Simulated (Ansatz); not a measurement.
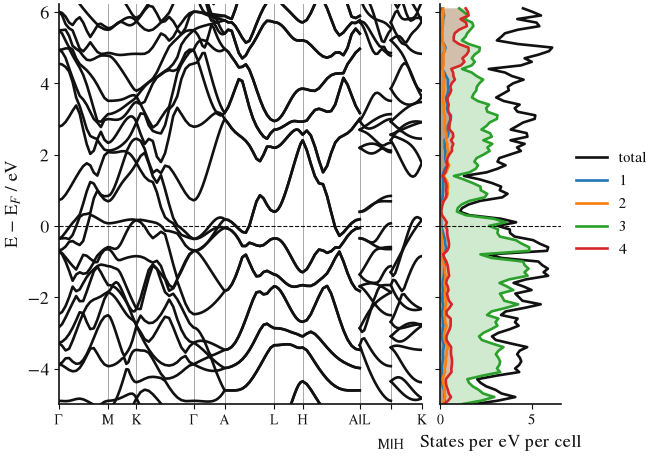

Band structure and density of states. Energies are counted from the Fermi level. The partial curves are projected on Löwdin-orthogonalised atomic shells.

System: AlAs3, space group P6_322, 8 atoms in the cell.

Method: DFT PBE, scalar-relativistic, plane waves, PAW, no spin polarisation, 12×12×6 k mesh, Gaussian smearing of 0.1 eV (Ansatz 0.2.0).

Q: Assign each number in the legend. The candidates: Al 3p, Al 3s, As 4p, As 4s.

A: 1 is Al 3s; 2 is As 4s; 3 is As 4p; 4 is Al 3p.

Q: Does this material conduct, going by its bands?

A: A metal: 4 bands cross the Fermi level along this path.

The structure is an invented one, so it need not be a known or stable phase.
